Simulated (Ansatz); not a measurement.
The cell below is Co (Fm-3m, No. 225). Origin of the cell: the end point of a relaxation with DFT PBE, scalar-relativistic, plane waves, PAW (Ansatz).

```xyz
4
Lattice="3.5204 0.0000 0.0000 0.0000 3.5204 0.0000 0.0000 0.0000 3.5204" Properties=species:S:1:pos:R:3 pbc="T T T"
Co    0.0000    0.0000    0.0000
Co    0.0000    1.7602    1.7602
Co    1.7602    0.0000    1.7602
Co    1.7602    1.7602    0.0000
```

Hard-sphere model; covalent radii (Cordero): Co 1.26 Å.

Find the largest hole by geometry, and further ones that a grid search gives (radius above 0.15 Å; smaller ones may be missed, and maxima closer than 0.25 Å are merged).

Answer.
```tsv
hole	site	x, y, z	radius (Å)	nearest atoms	shape
V1	4b	0.000, 0.000, 0.500	0.50	6 Co	octahedral
V2	8c	0.250, 0.250, 0.750	0.26	4 Co	tetrahedral
```

Nearest atoms are those whose sphere lies within 0.15 Å of the hole's sphere; in brackets, those within 0.5 Å. The largest sphere that fits anywhere has a diameter of 1.00 Å; the largest that can travel through the crystal, about 0.4 Å.

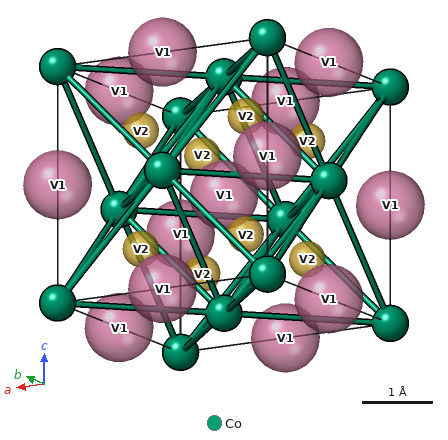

Translucent spheres (V1, V2) fill the 2 holes listed first by a grid search for holes with a radius above 0.15 Å (the largest is sure; smaller ones may be missed, and maxima closer than 0.25 Å are merged) at their true size; atoms are drawn smaller than their model radii. View from a free direction.
